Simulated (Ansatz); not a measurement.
## Run report: CdTe, geometry relaxation (part 2 of 3)

The same run, continued: CdTe (slab, 10 atoms in the cell); DFT PBE, scalar-relativistic, plane waves, PAW, no spin polarisation (Ansatz 0.2.0); cutoff 420 eV, 8×5×1 k-mesh, Gaussian smearing of 0.05 eV. The structure derives from a Materials Project entry. It belongs to a series of runs on one base structure; here: (1 1 0) slab, atoms relaxed.

Geometry of the input (Å; fractional positions):
```
4.6805  0.0000  0.0000
0.0000  6.6193  0.0000
0.0000  0.0000  24.3611
Cd 0.5000  0.5000  0.3079
Te 0.0000  0.2500  0.3079
Cd 0.0000  0.0000  0.4039
Te 0.5000  0.7500  0.4039
Cd 0.5000  0.5000  0.5000
Te 0.0000  0.2500  0.5000
Cd 0.0000  0.0000  0.5961
Te 0.5000  0.7500  0.5961
Cd 0.5000  0.5000  0.6921
Te 0.0000  0.2500  0.6921
```

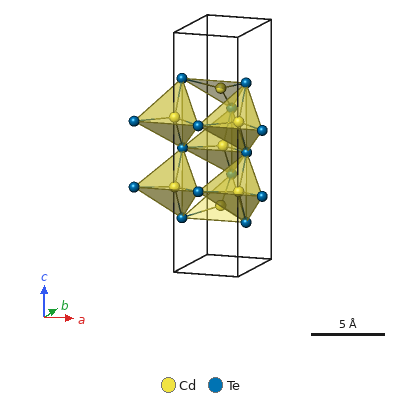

**Figure 1.** The geometry at step 5 of the log (polyhedral view of the cell of the calculation, with the vacuum cut short, seen slightly off an axis; polyhedra are completed across the faces of the cell).

### Log, continued
```
SCF iter   1: F=—  HF=-76175.894126 eV  |F-HF|=—  |Δ(HF+E_count)|=         —  Δρ=1.94e-3  dr2=3.58e-2  ethr=2.46e-4  p=0.000 e·Å  D=6.35e-5 V/Å  ΔV_dip=-0.00 eV  dr2_dipole=1.26e-6  V_vac-E_F(+/−)=4.62/4.62 eV  ⟨swp⟩=6.5  Hψ=4147  notcnv=0  defer=158
efield: sawtooth ramp at fractional position 0.9800 (handed on by an earlier solve), width 0.0400; the density the first Hamiltonian is built on has a dipole p = 0.000 e·Å; the dipole correction subtracts the counter field D = 6.35e-5 V/Å, which shifts the + side's vacuum level by -0.00 eV against the − side's; the planar-averaged density in the ramp window peaks in size at 8.1e-7 e/Å³
preconditioner: auto → Resta (q_TF=auto, 2.149 Å⁻¹)  ε∞=2.5  [insulator: Δε(μ)=1.218 eV  Ē_g=10.573 eV  σ=0.050 eV  W_gap=1.00  n_scr=130 (ndim 8)  ℏωp=12.8 eV  f_vac=0.539  D(μ)=0.00/eV (n_scr^D=0)  ε∞_Penn≈2.5  vacuum switching on, ρ_ref=8.1e-3 e/Å³]
SCF iter   2: F=—  HF=-76175.892228 eV  |F-HF|=—  |Δ(HF+E_count)|=   1.90e-3  Δρ=1.08e-3  dr2=8.47e-3  ethr=1.99e-5  p=-0.000 e·Å  D=-1.09e-4 V/Å  ΔV_dip=0.00 eV  dr2_dipole=7.46e-7  V_vac-E_F(+/−)=4.63/4.63 eV  ⟨swp⟩=2.0  Hψ=2152  notcnv=0  defer=161
SCF iter   3: F=—  HF=-76175.893445 eV  |F-HF|=—  |Δ(HF+E_count)|=   1.22e-3  Δρ=2.27e-4  dr2=9.80e-4  ethr=4.70e-6  p=0.001 e·Å  D=2.95e-4 V/Å  ΔV_dip=-0.01 eV  dr2_dipole=1.46e-5  V_vac-E_F(+/−)=4.66/4.66 eV  ⟨swp⟩=2.0  Hψ=2100  notcnv=0  defer=161
SCF iter   4: F=—  HF=-76175.893495 eV  |F-HF|=—  |Δ(HF+E_count)|=   4.93e-5  Δρ=8.40e-5  dr2=3.24e-4  ethr=5.44e-7  p=-0.002 e·Å  D=-4.20e-4 V/Å  ΔV_dip=0.01 eV  dr2_dipole=1.98e-5  V_vac-E_F(+/−)=4.65/4.64 eV  ⟨swp⟩=2.0  Hψ=2508  notcnv=0  defer=161
SCF iter   5: F=-76175.893471 eV  HF=-76175.893468 eV  |F-HF|=2.75e-6  |Δ(HF+E_count)|=   2.64e-5  Δρ=3.80e-5  dr2=1.32e-5  ethr=2.12e-8  p=0.000 e·Å  D=1.12e-4 V/Å  ΔV_dip=-0.00 eV  dr2_dipole=2.81e-6  V_vac-E_F(+/−)=4.66/4.66 eV  ⟨swp⟩=18.1  Hψ=14027  notcnv=0
SCF 4 converged in 5 iterations: F = -76175.893471 eV  dr2 = 1.32e-5
relax step   4: F+E_penalty+E_count = -76175.89347082 eV  Δ(F+E_penalty+E_count) = -1.097e-1 eV  max|allowed force component| = 9.159e-2 eV/Å  Δτ_max = 0.1949 Å  (5 SCF iters, dr2 threshold 3.82e-5 eV, accepted)
SCF iter   1: F=—  HF=-76175.902539 eV  |F-HF|=—  |Δ(HF+E_count)|=         —  Δρ=9.97e-4  dr2=6.36e-3  ethr=5.32e-5  p=0.000 e·Å  D=1.12e-4 V/Å  ΔV_dip=-0.00 eV  dr2_dipole=2.98e-6  V_vac-E_F(+/−)=4.63/4.64 eV  ⟨swp⟩=5.3  Hψ=4369  notcnv=0  defer=165
efield: sawtooth ramp at fractional position 0.9800 (handed on by an earlier solve), width 0.0400; the density the first Hamiltonian is built on has a dipole p = 0.000 e·Å; the dipole correction subtracts the counter field D = 1.12e-4 V/Å, which shifts the + side's vacuum level by -0.00 eV against the − side's; the planar-averaged density in the ramp window peaks in size at 4.2e-7 e/Å³
preconditioner: auto → Resta (q_TF=auto, 2.149 Å⁻¹)  ε∞=2.5  [insulator: Δε(μ)=1.246 eV  Ē_g=10.607 eV  σ=0.050 eV  W_gap=1.00  n_scr=130 (ndim 8)  ℏωp=12.8 eV  f_vac=0.540  D(μ)=0.00/eV (n_scr^D=0)  ε∞_Penn≈2.5  vacuum switching on, ρ_ref=8.2e-3 e/Å³]
SCF iter   2: F=—  HF=-76175.902997 eV  |F-HF|=—  |Δ(HF+E_count)|=   4.58e-4  Δρ=5.66e-4  dr2=1.96e-3  ethr=3.53e-6  p=-0.001 e·Å  D=-1.57e-4 V/Å  ΔV_dip=0.00 eV  dr2_dipole=1.77e-6  V_vac-E_F(+/−)=4.65/4.65 eV  ⟨swp⟩=1.8  Hψ=2061  notcnv=0  defer=165
SCF iter   3: F=—  HF=-76175.903642 eV  |F-HF|=—  |Δ(HF+E_count)|=   6.45e-4  Δρ=9.73e-5  dr2=4.36e-4  ethr=1.09e-6  p=0.003 e·Å  D=6.34e-4 V/Å  ΔV_dip=-0.02 eV  dr2_dipole=5.98e-5  V_vac-E_F(+/−)=4.64/4.66 eV  ⟨swp⟩=2.0  Hψ=2115  notcnv=0  defer=165
SCF iter   4: F=—  HF=-76175.903718 eV  |F-HF|=—  |Δ(HF+E_count)|=   7.60e-5  Δρ=3.95e-5  dr2=3.67e-5  ethr=2.42e-7  p=-0.001 e·Å  D=-3.51e-4 V/Å  ΔV_dip=0.01 eV  dr2_dipole=1.27e-5  V_vac-E_F(+/−)=4.66/4.66 eV  ⟨swp⟩=2.0  Hψ=2036  notcnv=0  defer=165
SCF iter   5: F=—  HF=-76175.903722 eV  |F-HF|=—  |Δ(HF+E_count)|=   3.91e-6  Δρ=1.92e-5  dr2=6.67e-6  ethr=2.04e-8  p=0.000 e·Å  D=8.90e-5 V/Å  ΔV_dip=-0.00 eV  dr2_dipole=2.14e-6  V_vac-E_F(+/−)=4.66/4.66 eV  ⟨swp⟩=2.0  Hψ=1696  notcnv=0  defer=165
SCF iter   6: F=—  HF=-76175.903723 eV  |F-HF|=—  |Δ(HF+E_count)|=   1.37e-6  Δρ=9.01e-6  dr2=1.24e-6  ethr=3.71e-9  p=-0.000 e·Å  D=-8.03e-5 V/Å  ΔV_dip=0.00 eV  dr2_dipole=2.14e-7  V_vac-E_F(+/−)=4.66/4.66 eV  ⟨swp⟩=2.0  Hψ=1810  notcnv=0  defer=165
SCF iter   7: F=-76175.903724 eV  HF=-76175.903724 eV  |F-HF|=1.05e-7  |Δ(HF+E_count)|=   4.91e-7  Δρ=3.54e-6  dr2=1.08e-7  ethr=3.78e-10  p=-0.000 e·Å  D=-4.54e-5 V/Å  ΔV_dip=0.00 eV  dr2_dipole=3.41e-9  V_vac-E_F(+/−)=4.66/4.66 eV  ⟨swp⟩=18.1  Hψ=12040  notcnv=0
SCF 5 converged in 7 iterations: F = -76175.903724 eV  dr2 = 1.08e-7
relax step   5: F+E_penalty+E_count = -76175.90372380 eV  Δ(F+E_penalty+E_count) = -1.025e-2 eV  max|allowed force component| = 1.603e-2 eV/Å  Δτ_max = 0.1026 Å  (7 SCF iters, dr2 threshold 6.80e-7 eV, accepted)
iter 1 solved again at ethr=6.02e-11 eV; its pass at ethr=3.10e-3 eV (dr2=1.08e-7 eV) is discarded
SCF iter   1: F=—  HF=-76175.903817 eV  |F-HF|=—  |Δ(HF+E_count)|=         —  Δρ=3.54e-6  dr2=1.08e-7  ethr=6.02e-11  p=-0.000 e·Å  D=-4.54e-5 V/Å  ΔV_dip=0.00 eV  dr2_dipole=3.57e-9  V_vac-E_F(+/−)=4.66/4.66 eV  ⟨swp⟩=1.0  Hψ=3870  notcnv=0
efield: sawtooth ramp at fractional position 0.9800 (handed on by an earlier solve), width 0.0400; the density the first Hamiltonian is built on has a dipole p = -0.000 e·Å; the dipole correction subtracts the counter field D = -4.54e-5 V/Å, which shifts the + side's vacuum level by +0.00 eV against the − side's; the planar-averaged density in the ramp window peaks in size at 4.3e-7 e/Å³
preconditioner: auto → Resta (q_TF=auto, 2.149 Å⁻¹)  ε∞=2.5  [insulator: Δε(μ)=1.249 eV  Ē_g=10.610 eV  σ=0.050 eV  W_gap=1.00  n_scr=130 (ndim 8)  ℏωp=12.8 eV  f_vac=0.540  D(μ)=0.00/eV (n_scr^D=0)  ε∞_Penn≈2.5  vacuum switching on, ρ_ref=8.2e-3 e/Å³]
SCF iter   2: F=-76175.903724 eV  HF=-76175.903724 eV  |F-HF|=5.73e-8  |Δ(HF+E_count)|=   9.29e-5  Δρ=1.92e-6  dr2=3.69e-8  ethr=5.56e-11  p=-0.000 e·Å  D=-3.61e-5 V/Å  ΔV_dip=0.00 eV  dr2_dipole=2.24e-9  V_vac-E_F(+/−)=4.66/4.66 eV  ⟨swp⟩=7.8  Hψ=9610  notcnv=0
SCF 6 converged in 2 iterations: F = -76175.903724 eV  dr2 = 3.69e-8
relax step   6: F+E_penalty+E_count = -76175.90372383 eV  Δ(F+E_penalty+E_count) = -3.377e-8 eV  max|allowed force component| = 1.604e-2 eV/Å  Δτ_max = 0.0000 Å  (2 SCF iters, accepted)
```

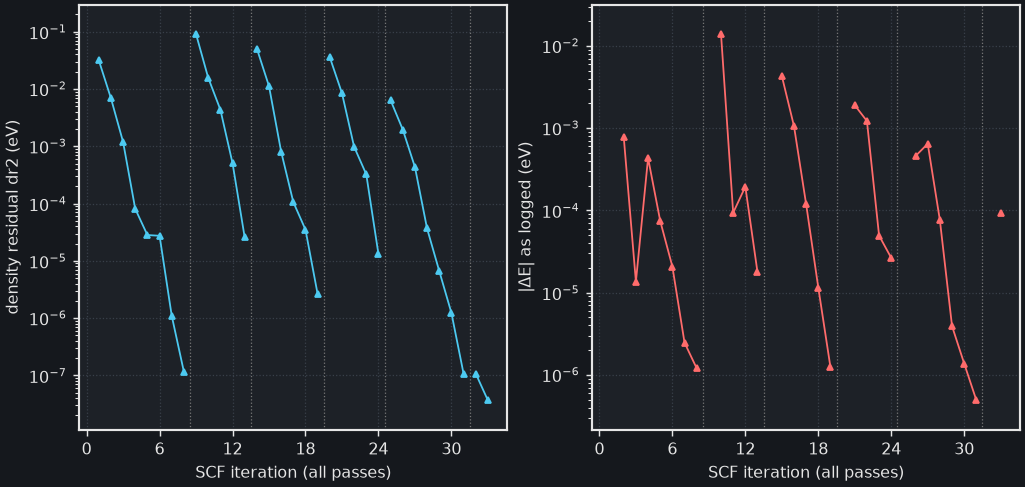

**Figure 2.** Convergence of the self-consistent field: density residual dr2 and size of the energy change against the SCF iteration. The dotted lines part the SCF passes of the relaxation: geometry steps, rejected trials and re-solves on a re-selected basis. The 6 passes take 2 to 8 iterations each, 33 in all.

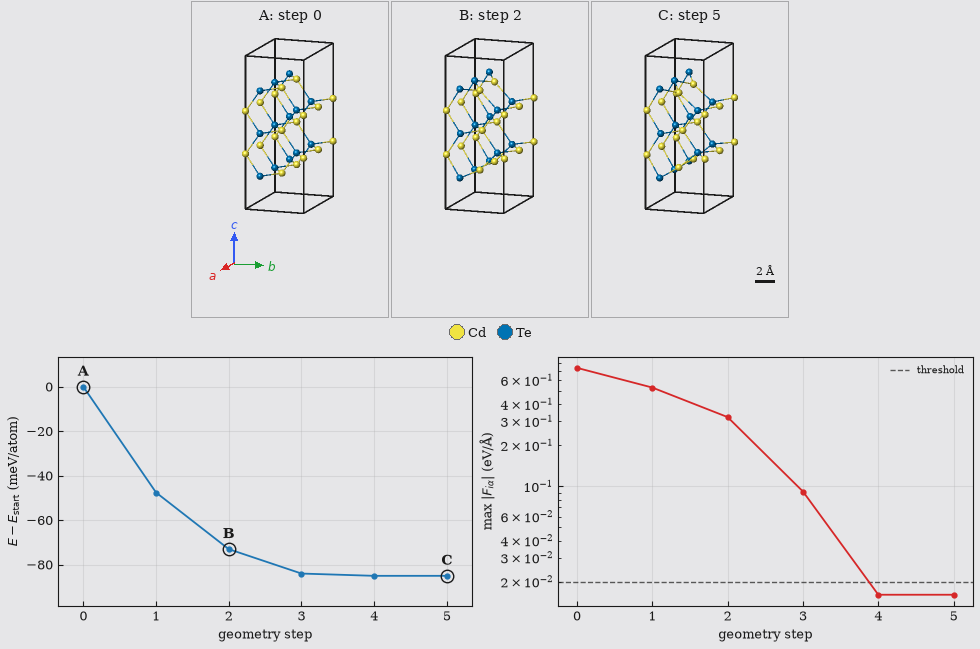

**Figure 3.** Frames of the relaxation (ball-and-stick view of the 2 × 1 repeat of the cell, with the vacuum cut short, seen slightly off an axis) above the curves, on which the letters mark them (the first geometry is step 0 here and step 1 in the log).

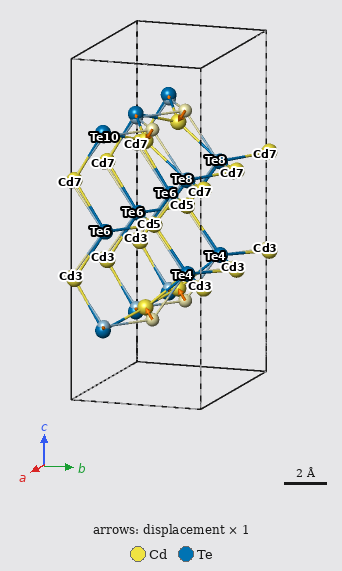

**Figure 4.** Start (faint) and end (solid) with the displacements as orange arrows, at true length (ball-and-stick view of the 2 × 1 repeat of the cell, with the vacuum cut short, seen slightly off an axis). The largest moves, 0.68 Å, are those of Cd1 and Cd9. By element the largest moves are Cd 0.68 Å, Te 0.19 Å. The lattice vectors keep their values. Among the contacts that change: Cd1–Te2 2.866 → 2.802 Å, Cd3–Te6 2.866 → 2.902 Å, Cd7–Te10 2.866 → 2.837 Å, Cd3–Te4 2.866 → 2.882 Å. Among the angles that change: Cd1–Te2–Cd3 109.5° → 90.5°, Cd1–Te4–Cd5 109.5° → 93.5°, Te2–Cd1–Te4 109.5° → 122.8°. The energy falls by 85.0 meV per atom in 5 geometry steps. Largest force component: 0.74 eV/Å at the start, 0.016 eV/Å at the end. (Atoms are counted from 1 in the order of the input.)

```
WARN: The output density's exchange-correlation potential varies sharply where the density is thin. Do not read a vacuum level from v_tot or v_xc, or from such a field of the output density. On a cell that repeats whose density bears no net charge and no dipole along the vacuum's axis use v_es (v_loc + v_h of the components); under efield.dipole_correction with no amplitude use v_es + v_field, which holds any external_charges[].barrier, or the levels of the report's work_function block, which leave it out; under a non-zero efield.amplitude the vacuum is tilted and has no level; on a cell that repeats and bears such a dipole with no correction it is tilted too, and efield.dipole_correction with no amplitude gives each side of its ramp a level where efield: is served; in a cell that repeats whose density bears a net charge (total_charge, or a fill off its count) it is curved and has none; of a slab under crystal.periodic whose density bears no net charge use v_es, which has a level on each side, short of where the two are joined; of another it falls or rises all the way out and has none; of a slab beside external_charges read slab_vacuum_level instead, which it has where they leave it neutral. The grid or the basis barely resolves most such structure, and the values can differ between equally converged runs; as a rule a tighter scf.convergence.dr2_threshold does not remove it. Where the density itself ripples (under the LDA too) a higher basis.ecutwfc lessens it. The files hold the spikes' plane waves up to the density's cutoff. Files: v_tot_of_output_density and the like, and their columns of v_z.tsv (output.write_potential); v_xc_of_output_density and the like, and their columns of v_comp_z.tsv (output.write_potential_components). Measured: with its Gaussian average of σ = 0.25 Å subtracted twice, the exchange-correlation potential is over 0.1 eV at 893 of the grid points where the equally averaged density (valence and model cores) is under 1e-3 e/Å³, and 0.619 eV at the most among them, at an averaged density of 9.3e-4 e/Å³. The input density's (outcome.potential() and, of a run that writes arrays, v_tot and v_xc) is over 0.1 eV, so measured, at 883 points of its own thin density, 0.617 eV at the most. See output.write_potential in the manual, Limitations
SCF converged after 2 iterations
Free energy (F): -76175.903724 eV
Harris-Foulkes:  -76175.903724 eV  (|F-HF|=5.73e-8)
Internal energy: -76175.903724 eV  (E = F + TS)
E sigma→0 (E₀):  -76175.903724 eV
Fermi energy:    1.037019 eV
Dipole field:    D = -0.000069 V/Å  (p = -0.000287 e·Å, saw-weighted, corrected)
Work function:   Φ+ = 4.6600 eV   Φ− = 4.6583 eV
Levels:          The Fermi level and band energies are counted from a zero that moves with the ramp; work functions are not
--- Per-component energies (eV) ---
  E_band       = -5178.076221
  E_kinetic    = 3421.741529
  E_local      = -141219.211877  (includes V_loc(G=0)·N_el)
  E_nonlocal   = -1384.438970
  E_hartree    = 70115.415263
  E_xc         = -1501.228770
  E_vxc        = -1623.284483  (∫ρ·V_xc dr)
  E_paw        = -43729.584458  (= ΣΔE_a)
  E_vpaw       = -4603.707335  (= ΣTr[D̂ρ^β])
  E_aug_tail   = -0.000825  (compensation charges beyond the density's cutoff)
  E_efield     = 0.000000  (sawtooth field / dipole correction)
  E_vefield    = -0.000000  (∫n·V_field dr)
  E_ewald      = 38121.404384
  E_smearing   = -0.000000  (= −TS)
  E_closure    = 0.000000  (closes the sum)
  Σ components = -76175.903724   (vs F -76175.903724, Δ=0.00e0)
--- Forces (eV/Å), atoms counted from 1 ---
  atom   1  Cd    -0.00000000    -0.00959808    -0.00877920
  atom   2  Te    -0.00000000     0.00714277    -0.01181501
  atom   3  Cd     0.00000000    -0.01047308     0.00977954
  atom   4  Te    -0.00000000     0.01603190    -0.01185796
  atom   5  Cd    -0.00000000     0.00496003     0.00089592
  atom   6  Te     0.00000000    -0.01020146    -0.00095575
  atom   7  Cd     0.00000000    -0.01056088    -0.00815241
  atom   8  Te     0.00000000     0.01603599     0.01049012
  atom   9  Cd    -0.00000000    -0.01032901     0.00945689
  atom  10  Te     0.00000000     0.00699456     0.01094181
  max |Σ_I F_I| component: 3.95e-6 eV/Å
--- Band table (eV; the first three rows and the last of 15) ---
```
